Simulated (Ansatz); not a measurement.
**Ga₄P: density, localisation and related maps**

```
CELL_PARAMETERS angstrom
4.71489 0.00000 0.00000
0.00000 4.71489 0.00000
0.00000 0.00000 4.71489
ATOMIC_POSITIONS crystal
Ga 0.29713 0.29713 0.29713
Ga 0.70287 0.70287 0.29713
Ga 0.29713 0.70287 0.70287
Ga 0.70287 0.29713 0.70287
P 0.00000 0.00000 0.00000
```

Space group P-43m; a structure generated by program, which may or may not match a known phase; computed without spin polarisation.

These are results of Ansatz 0.2.0, DFT PBE, scalar-relativistic, plane waves, PAW, not measurements.

In a PAW calculation such maps are meaningful between the atoms, not at the nuclei.

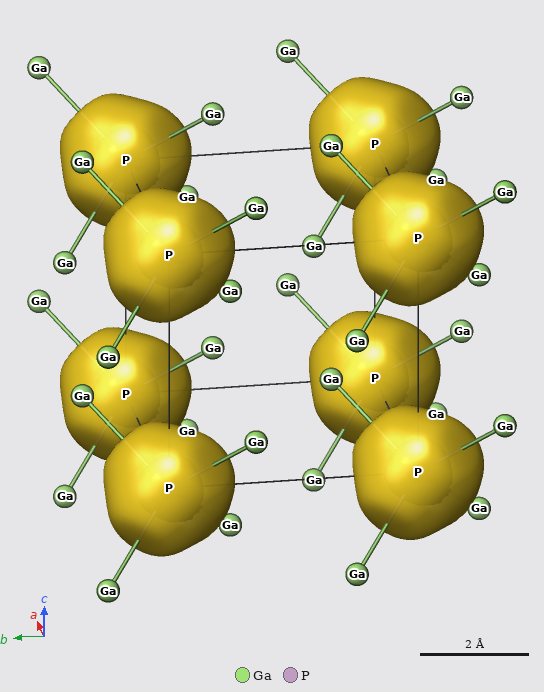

Figure 1. Isosurface of the ELF at 0.65 (yellow), seen at an oblique angle. Only the valence region is drawn (cores and ρ < 0.01 e/Å³ removed). Sticks mark near contacts.

### Identify the bonds, lone pairs and shells in this picture.

The ELF exceeds this value in one region on P in which the atom's valence shell and bonds are merged, counted in one cell of 5 atoms. Regions shared between cells count once. Along the contacts the grid gives the following. Ga–P (2.43 Å): the ELF peaks at about 0.90 in the valence shell of P, 0.8 Å from its nucleus, and is about 0.70 at the midpoint.

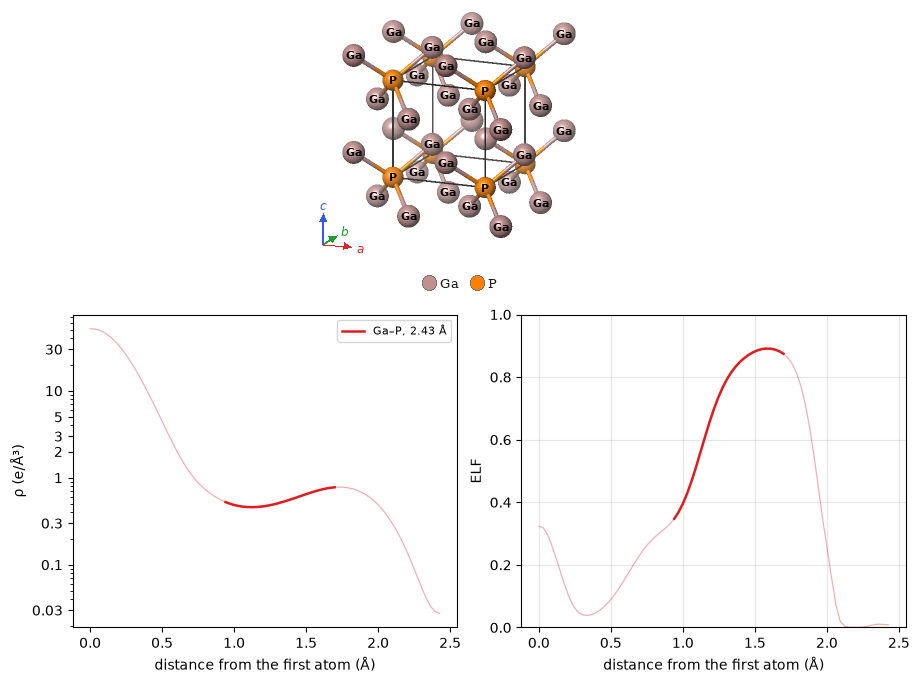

Figure 2. Valence pseudo-density and electron localisation function along straight lines between neighbouring atoms. Thin, pale parts lie inside the atomic spheres. The structure is drawn too.

### What can be read from the curves?

Ga–P (2.43 Å): ρ at the midpoint is about 0.47 e/Å³; the ELF peaks at about 0.90 in the valence shell of P, 0.8 Å from its nucleus, and is about 0.70 at the midpoint.

### How much charge does the calculation move between the atoms?

Electrons move from Ga towards P. Bader charges: Ga +0.20 and P −0.78 e.

### Metal or insulator at this level of theory?

It is metallic or semimetallic at this level of theory: no gap opens.
